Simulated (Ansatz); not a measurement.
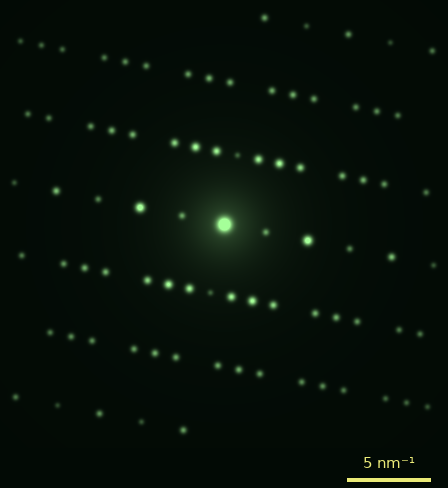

Simulated selected-area electron diffraction pattern (200 kV, kinematic approximation, thin crystal, B = 0.5 Å² for all atoms).

Phase: AlNi, space group P6_3/mmc (No. 194), a = 2.74 Å, c = 7.77 Å (hexagonal axes). Structure: the end point of a relaxation with DFT PBE, scalar-relativistic, plane waves, PAW (Ansatz 0.2.0); the starting structure was generated, so it need not be a known form of this composition.

**Determine the zone axis from the geometry of the pattern.**

The spots form a rectangular net whose two shortest vectors correspond to d = 7.77 Å and 2.37 Å, 90.0° apart. They index as 0 0 1 (itself extinct) and 0 1 0 (weak), so the zone axis is ±[100] (or an equivalent direction of <100>).
